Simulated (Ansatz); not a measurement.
**Y: 7 runs along one coordinate**

System: Y (2 atoms in the cell).
Method: DFT PBEsol, scalar-relativistic, plane waves, PAW, no spin polarisation (Ansatz 0.2.0).

The 7 runs differ only in the geometry, by an even scaling of the cell at fixed fractional positions. The structure derives from an entry of the Crystallography Open Database.

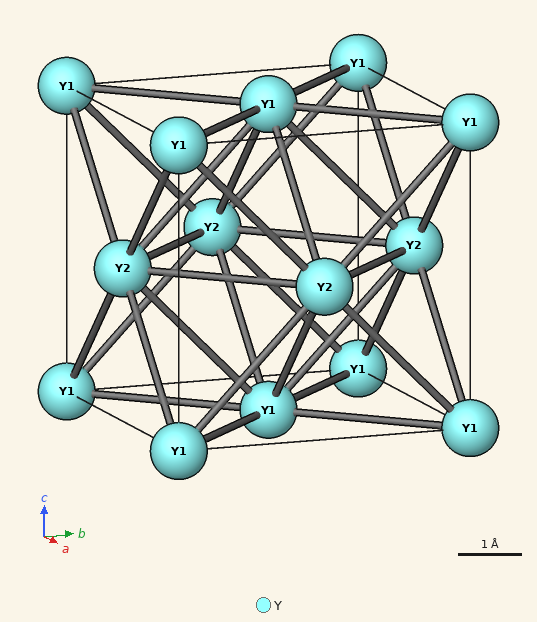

Figure 1. The structure of run 4 (ball-and-stick view of the cell 2 times as large as that of the calculation, set on its symmetry axes, seen slightly off an axis; atoms are numbered from 1 in the order of the input). An atom can appear more than once, as a periodic image.

**Input of run 4**
```yaml
crystal:
  lattice:
    - [2.4884723557, 2.4884723557, 0.0]
    - [-2.4884723557, 2.4884723557, 0.0]
    - [0.0, 0.0, 4.9769447115]
  atoms:
    - { symbol: "Y", position: [0.0, 0.0, 0.0] }
    - { symbol: "Y", position: [0.5, 0.5, 0.5] }
basis:
  ecutwfc: 420
kpoints:
  mp_grid: { grid: [14, 14, 10] }
hamiltonian:
  xc: pbesol
scf:
  occupations: { method: gaussian, width: 0.1 }
output:
  forces: true
  stress: true
  eigenvalues: true
```

Command:
```bash
ansatz run input.yaml --threads 1 --pin off --max-ram 2560MiB --backend cpu --events-out ev --progress --plain --runs-dir out
```

Lattice vectors (Å) and fractional positions of run 4:
```
   2.488472    2.488472    0.000000
  -2.488472    2.488472    0.000000
   0.000000    0.000000    4.976945
Y   0.000000  0.000000  0.000000
Y   0.500000  0.500000  0.500000
```

Run 5 differs from it as follows:
```diff
-    - [2.4884723557, 2.4884723557, 0.0]
-    - [-2.4884723557, 2.4884723557, 0.0]
-    - [0.0, 0.0, 4.9769447115]
+    - [2.5133570793, 2.5133570793, 0.0]
+    - [-2.5133570793, 2.5133570793, 0.0]
+    - [0.0, 0.0, 5.0267141586]
```

**Results, with one run withheld**

```csv
run,volume per atom (Å³),"free energy per atom, from the lowest run given (meV)",pressure (GPa)
1,28.128,34.61,4.42
2,29.007,14.96,2.78
3,29.904,3.60,1.31
4,30.820,0.00,−0.02
5,31.754,?,?
6,32.706,14.08,−2.27
7,33.678,30.83,−3.23
```

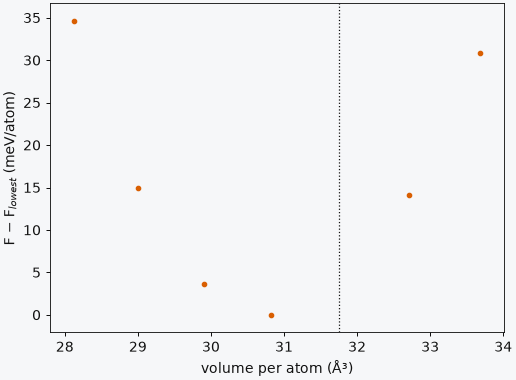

Figure 2. Free energy per atom of the runs given; the dotted line marks run 5.

Fit the runs given and predict run 5.

A cubic polynomial in V^(−2/3) (the Birch–Murnaghan form), fitted to the 6 runs given, misses them by under 0.01 meV per atom. With x = V^(−2/3) − 0.10221 Å⁻², it reads F = 0.17628 + 784.91 x + 8.7153e+05 x² − 3.1454e+06 x³ (meV per atom). At run 5 it gives 3.66 meV per atom, and the run itself gives 3.66. The slope of the fit gives a pressure −dF/dV of −1.21 GPa there, and the run prints −1.21 GPa. The fit has its minimum at 30.806 Å³ per atom, where V d²F/dV² gives 41.9 GPa: the bulk modulus at this level, since symmetry fixes the shape and the positions.

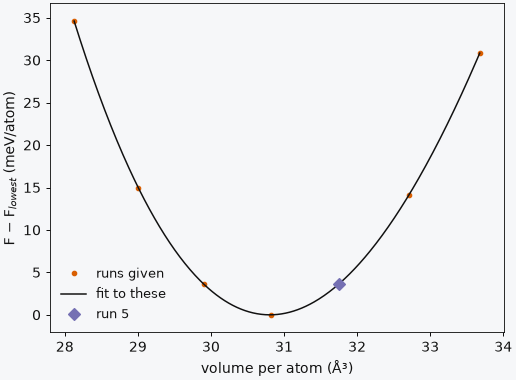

Figure 3. The fit and the withheld run.

**Output, shortened to warnings, some set-up lines, iterations and results (run 5)**
```
Basis set: ecut = 420 eV, 1245 PW (Γ), exchange–correlation on 48×48×72 points (8 copies of the dense FFT grid, shifted against one another)
Symmetry: 32 space group operations
k-points: 216 of 1960
Initial density: superposition of atomic densities (neutral atoms: chi_scale 0, normalization atom), corrected by the library's trained network
[...]
SCF iter   1: F=—  HF=-7590.108537 eV  |F-HF|=—  |Δ(HF+E_count)|=         —  Δρ=2.35e-3  dr2=2.64e-3  ethr=1.77e-3  ⟨swp⟩=4.5  Hψ=14105  notcnv=0
SCF iter   2: F=—  HF=-7590.108105 eV  |F-HF|=—  |Δ(HF+E_count)|=   4.31e-4  Δρ=1.35e-3  dr2=1.19e-3  ethr=1.20e-5  ⟨swp⟩=2.4  Hψ=6925  notcnv=0
SCF iter   3: F=—  HF=-7590.107914 eV  |F-HF|=—  |Δ(HF+E_count)|=   1.91e-4  Δρ=2.80e-4  dr2=5.35e-5  ethr=5.40e-6  ⟨swp⟩=1.0  Hψ=3235  notcnv=0
SCF iter   4: F=—  HF=-7590.107897 eV  |F-HF|=—  |Δ(HF+E_count)|=   1.68e-5  Δρ=1.02e-4  dr2=3.36e-6  ethr=2.43e-7  ⟨swp⟩=1.0  Hψ=3234  notcnv=0
SCF iter   5: F=-7590.107897 eV  HF=-7590.107897 eV  |F-HF|=8.88e-9  |Δ(HF+E_count)|=   4.74e-7  Δρ=9.95e-6  dr2=3.94e-8  ethr=1.53e-8  ⟨swp⟩=2.8  Hψ=5712  notcnv=0
SCF iter   6: F=-7590.107897 eV  HF=-7590.107897 eV  |F-HF|=1.46e-10  |Δ(HF+E_count)|=   1.06e-8  Δρ=1.88e-6  dr2=2.17e-9  ethr=1.79e-10  ⟨swp⟩=2.1  Hψ=10132  notcnv=0
SCF 1 converged in 6 iterations: F = -7590.107897 eV  dr2 = 2.17e-9
SCF converged after 6 iterations
Free energy (F): -7590.107897 eV
Harris-Foulkes:  -7590.107897 eV  (|F-HF|=1.46e-10)
Internal energy: -7590.092827 eV  (E = F + TS)
E sigma→0 (E₀):  -7590.100362 eV
Entropy (-TS):   -0.015070 eV (-7.535 meV/atom)
Fermi energy:    9.657546 eV
--- Per-component energies (eV) ---
  E_band       = -234.779056
  E_kinetic    = 609.744787
  E_local      = -1206.598240  (includes V_loc(G=0)·N_el)
  E_nonlocal   = 103.838938
  E_hartree    = 381.586474
  E_xc         = -342.792576
  E_vxc        = -395.510389  (∫ρ·V_xc dr)
  E_paw        = -5546.967202  (= ΣΔE_a)
  E_vpaw       = -109.426866  (= ΣTr[D̂ρ^β])
  E_aug_tail   = 0.000005  (compensation charges beyond the density's cutoff)
  E_ewald      = -1589.202558
  E_core_change = 0.297546  (= ΣΔE_core)
  E_smearing   = -0.015070  (= −TS)
  E_closure    = 0.000000  (closes the sum)
  Σ components = -7590.107897   (vs F -7590.107897, Δ=0.00e0)
--- Forces (eV/Å), atoms counted from 1 ---
  atom   1  Y      0.00000000    -0.00000000     0.00000000
  atom   2  Y     -0.00000000    -0.00000000     0.00000000
  max |Σ_I F_I| component: 6.61e-30 eV/Å
--- Stress (GPa, compression-positive) ---
       -1.210648      -0.000000       0.000000
        0.000000      -1.210648       0.000000
        0.000000       0.000000      -1.206943
  P = ⅓ Tr σ = -1.2094 GPa (-12.094 kbar)
```
